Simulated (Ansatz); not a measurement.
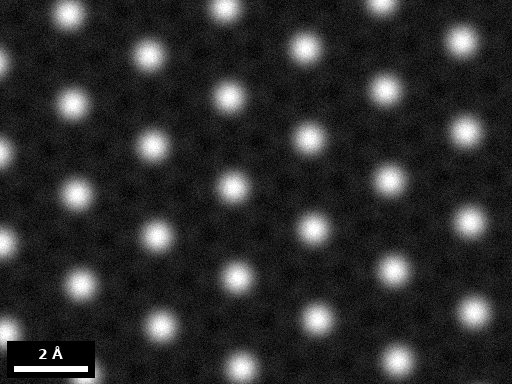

Phase-contrast TEM-like image of Rh (Im-3m, No. 229). Simulated in the weak-phase-object approximation with neutral-atom potentials: 200 kV, Cs = −13 µm, defocus +69 Å (negative is underfocus), defocus spread 8 Å, aperture 1.27 1/Å. Shot noise was added. Atomic positions: the geometry given to an electronic-structure calculation, possibly off equilibrium; the starting structure was generated, so it need not be a known form of this composition.

```
Rh
1.0
     3.02869    0.00000    0.00000
     0.00000    3.02869    0.00000
     0.00000    0.00000    3.02869
Rh
2
Direct
  0.00000 0.00000 0.00000
  0.50000 0.50000 0.50000
```

Along which zone axis is the crystal seen: [111], [001], [221] or [110]? (Directions equivalent by symmetry count as one.)

Answer. [111]. The projected cells are 2.47 × 2.47 Å, 120° for [111]; 2.14 × 2.14 Å, 90° for [001]; 0.71 × 2.14 Å, 90° for [221]; 1.51 × 2.14 Å, 90° for [110], and the image repeats as the [111] one does.
